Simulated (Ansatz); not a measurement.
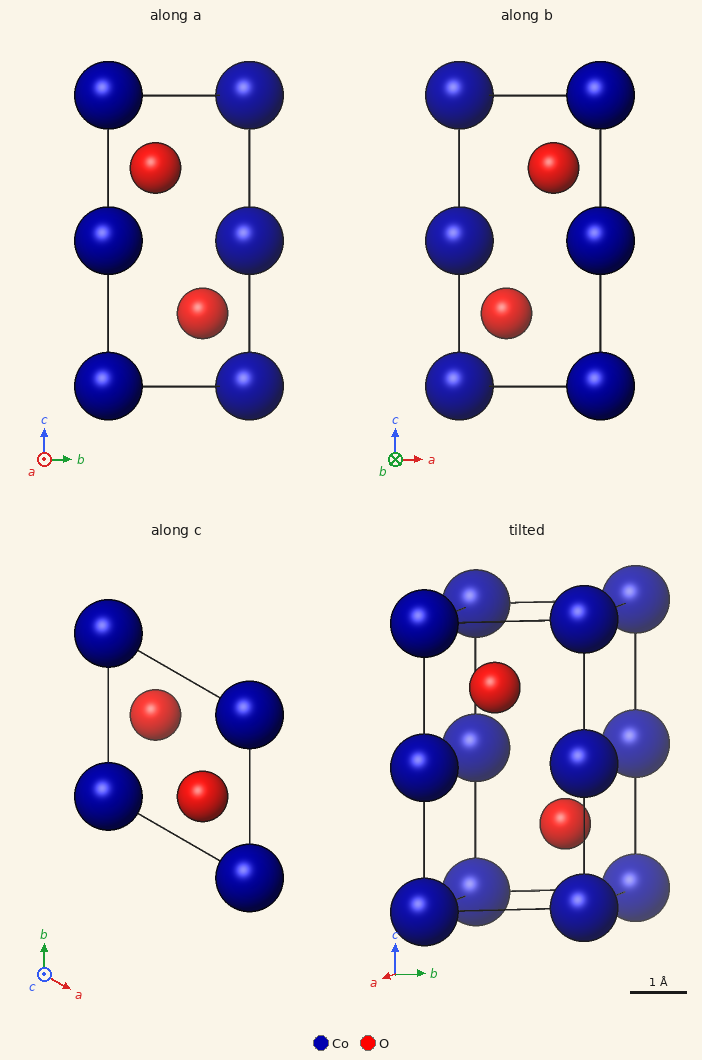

Spheres-only drawing of the structure, looking along the a axis, along the b axis, along the c axis and slightly off an axis. The wireframe shows the conventional unit cell.

Lattice parameters: a = 2.9298 Å, b = 2.9298 Å, c = 5.2275 Å, α = 90.000°, β = 90.000°, γ = 120.000°.

Reconstruct the structure as a CIF with its space group and independent sites.

```cif
data_structure
_symmetry_space_group_name_H-M 'P 63/m m c'
_symmetry_Int_Tables_number 194
_cell_length_a 2.9298
_cell_length_b 2.9298
_cell_length_c 5.2275
_cell_angle_alpha 90.000
_cell_angle_beta 90.000
_cell_angle_gamma 120.000
_cell_volume 38.86
loop_
_atom_site_label
_atom_site_type_symbol
_atom_site_symmetry_multiplicity
_atom_site_Wyckoff_symbol
_atom_site_fract_x
_atom_site_fract_y
_atom_site_fract_z
_atom_site_occupancy
Co1 Co 2 a 0.0000 0.0000 0.0000 1
O1 O 2 c 0.3333 0.6667 0.2500 1
```

It goes back to a structure type filled with these elements by a generator (whether the compound takes this form wasn't checked). Earlier steps of the study, as a rule a relaxation of our own, may have changed the cell and positions, so they can lie some per cent off the listed ones. It went into a calculation with Ansatz.

At this level of theory the run's own cell isn't at rest (stretched, at -27 GPa), so its distances can differ from those at equilibrium, the more so the softer the solid.
